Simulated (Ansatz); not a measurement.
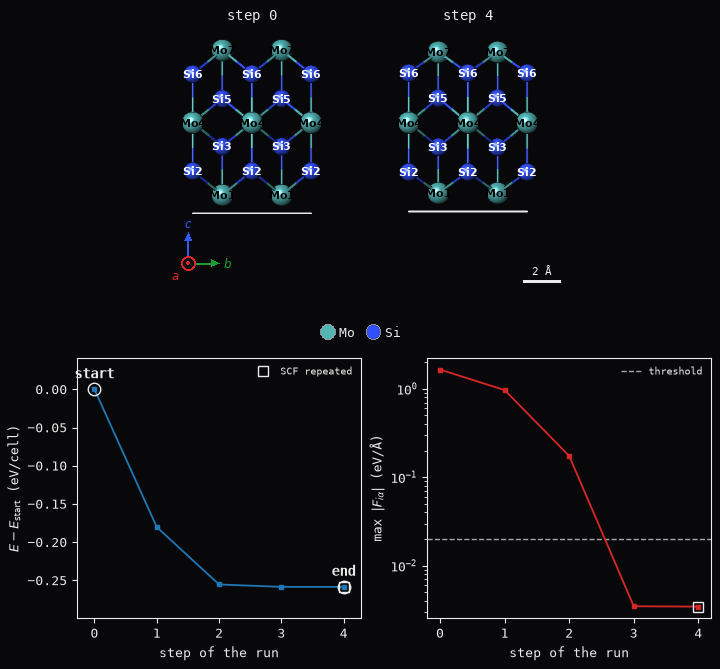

First and last geometry of a relaxation of a slab of composition Si$_{4}$Mo$_{3}$ (cut from the I4/mmm phase), with the history of the run. Style: ball-and-stick. Shown: the 2 × 2 repeat of the cell, outlined in the plane, without the vacuum, along the a axis.

Case: (0 0 1) slab, atoms relaxed. The slab is the (0 0 1) face of Si2Mo.

These are results of DFT PBE, scalar-relativistic, plane waves, PAW in Ansatz, not measurements.

The input:
```yaml
crystal:
  lattice:
    - [3.2168473731, 0.0, 0.0]
    - [0.0, 3.2168473731, 0.0]
    - [0.0, 0.0, 22.8730199825]
  atoms:
    - { symbol: Mo, position: [0.5, 0.5, 0.3278972346] }
    - { symbol: Si, position: [0.0, 0.0, 0.3846570233] }
    - { symbol: Si, position: [0.5, 0.5, 0.4432402113] }
    - { symbol: Mo, position: [0.0, 0.0, 0.5] }
    - { symbol: Si, position: [0.5, 0.5, 0.5567597887] }
    - { symbol: Si, position: [0.0, 0.0, 0.6153429767] }
    - { symbol: Mo, position: [0.5, 0.5, 0.6721027654] }
basis:
  ecutwfc: 420
kpoints:
  mp_grid: { grid: [11, 11, 1] }
hamiltonian:
  xc: pbe
scf:
  occupations: { method: gaussian, width: 0.1 }
output:
  forces: true
  eigenvalues: true
relax:
  adjacent_minimum: "off"
  f_tol: 0.02
  max_steps: 60
efield:
  axis: 3
  dipole_correction: true
  ramp_width: 0.04
```

Launched with:
```bash
ansatz run input.yaml --threads 1 --pin off --max-ram 2560MiB --backend cpu --events-out ev --progress --plain --runs-dir out
```

**What do the curves and the structures tell?**

It converged. The largest moves, 0.11 Å, are those of Mo1 and Mo7. Mo7 goes along the normal (−c). Largest moves by element: Mo 0.11 Å, Si 0.06 Å. The cell doesn't change. Some distances before and after: Mo1–Si3 2.638 → 2.505 Å, Mo1–Si2 2.619 → 2.543 Å, Mo4–Si6 2.638 → 2.694 Å, Mo4–Si5 2.619 → 2.633 Å. Among the angles between lasting bonds that change: Si2–Mo1–Si2 120.6° → 126.9°, Mo1–Si2–Mo1 120.6° → 126.9°, Si2–Mo1–Si3 60.3° → 63.5°. After 3 accepted moves (4 points after the start) the energy has fallen by 0.258 eV per cell of the calculation. The largest force component goes from 1.7 to 0.0034 eV/Å. 1 step only repeated the SCF at the same geometry. The run took 87 s on 1 thread of Arm Neoverse V1, on a shared host, peak memory 0.47 GiB.

```json
{"step": "0", "E − E(0), meV/atom": "0.00", "largest force component, eV/Å": "1.6525", "note": ""}
{"step": "1", "E − E(0), meV/atom": "-25.75", "largest force component, eV/Å": "0.9693", "note": ""}
{"step": "2", "E − E(0), meV/atom": "-36.47", "largest force component, eV/Å": "0.1744", "note": ""}
{"step": "3", "E − E(0), meV/atom": "-36.92", "largest force component, eV/Å": "0.0035", "note": ""}
{"step": "4", "E − E(0), meV/atom": "-36.92", "largest force component, eV/Å": "0.0034", "note": "same geometry, SCF repeated"}
```
